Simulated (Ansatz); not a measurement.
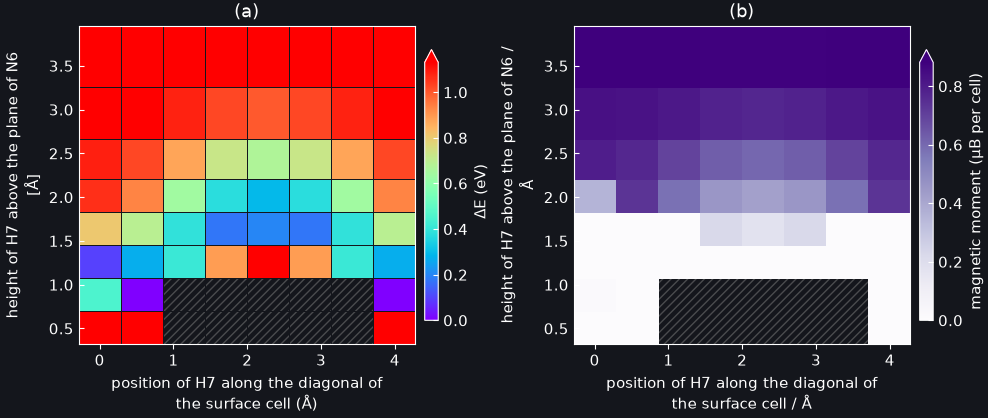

H on a ZrN(100) slab cut from the Fm-3m phase, its upper half relaxed before the scan (6 atoms of substrate and one adsorbate in a 1 × 1 cell). H is moved along a line over the surface and along the normal, above a rigid substrate. First axis: position of H7 along the diagonal of the surface cell, from above N6. Second axis: height of H7 above the plane of N6. The grid has 8 × 8 points; 34 points were computed and 20 follow by symmetry. At 10 points there is no value (left out of the scan, as a rule where atoms come close). Points are written as (first, second). Energies are in eV, from the lowest grid point. All numbers below come from DFT PBEsol, scalar-relativistic, plane waves, PAW in Ansatz 0.2.0. Settings: cutoff 420 eV, k-mesh 8×8×1, gaussian smearing 0.1 eV, spin-polarised.

Panel (a) is the energy; panel (b) is the computed magnetic moment, in μB per cell.

Drawn: one coloured cell a grid point, one colour for all values above the top of the scale, hatched blanks where no value was computed.

How does the magnetic moment vary over the map, and what is it at the lowest grid point?

Answer. Leaving out the highest fifth of the energies, it runs from 0.00 μB per cell at (0.00 Å, 1.26 Å) [nearest 1 N at 1.26 Å] to 0.88 μB per cell at (2.28 Å, 3.61 Å) [nearest 1 Zr at 3.81 Å]. At the lowest grid point, (0.57 Å, 0.89 Å) [nearest 1 N at 1.06 Å], it is 0.00 μB per cell.

PAW datasets: the set soft_1.
